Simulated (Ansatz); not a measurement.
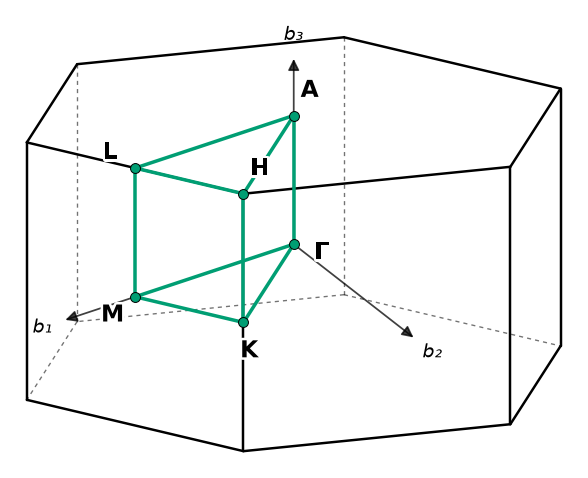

Crystal: HfO2, the end point of a relaxation with DFT PBEsol, scalar-relativistic, plane waves, PAW (Ansatz); the starting structure was generated, so it need not be a known form of this composition. The first Brillouin zone and its special points. The drawing is computed from the coordinates (standard cell, symmetry found to 0.002 Å).

Space group No. 164, P-3m1; a = 3.219 Å, b = 3.219 Å, c = 5.107 Å, α = 90.00°, β = 90.00°, γ = 120.00°.

Labels and path follow the convention of Hinuma et al. (2017), as computed by seekpath; the arrows show the directions of the reciprocal primitive vectors b₁, b₂, b₃, in which coordinates are given; lengths include the factor 2π.

**List the special points with their coordinates and distances from Γ.**

| point | k₁ | k₂ | k₃ | length of k (1/Å) |
| --- | --- | --- | --- | --- |
| Γ | 0 | 0 | 0 | 0.000 |
| A | 0 | 0 | 1/2 | 0.615 |
| K | 1/3 | 1/3 | 0 | 1.301 |
| H | 1/3 | 1/3 | 1/2 | 1.439 |
| M | 1/2 | 0 | 0 | 1.127 |
| L | 1/2 | 0 | 1/2 | 1.284 |

**What is the zone's volume?**

(2π)³ over the primitive cell's volume of 45.82 Å³: 5.41 Å⁻³.
